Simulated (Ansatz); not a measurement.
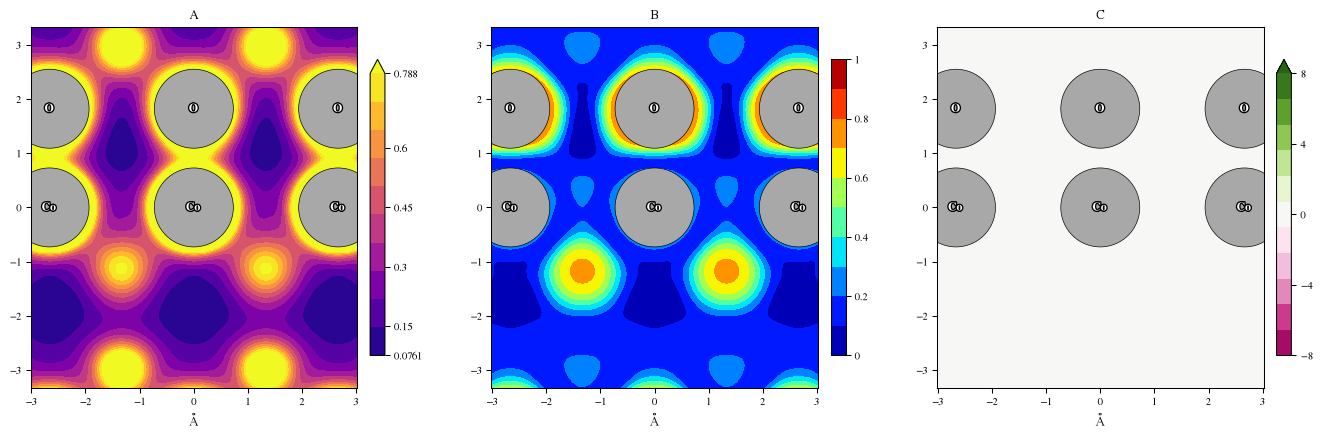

CoO: 3 fields on the (010) plane of the cell of the magnetic structure, with unlabelled colour scales. Grey discs cover the atomic cores.

Space group P6₃mc; a structure from a database of computed crystals, not necessarily the ambient phase; computed pressure about 5 GPa in this cell; spin-polarised.

The calculation used DFT PBEsol, scalar-relativistic, plane waves, PAW (Ansatz 0.2.0).

The panels show electron localisation function, spin density and valence pseudo-density in some order. Assign them.

Answer. Panel A: valence pseudo-density. Panel B: electron localisation function. Panel C: spin density (confined to the magnetic sites and close to zero elsewhere). From the grid: Co–O (1.82 Å): ρ is about 0.94 e/Å³ halfway; the ELF peaks at about 0.85 in the valence shell of O, 0.5 Å from its nucleus, and is about 0.20 at the midpoint (no shared electron pair shows on this line).
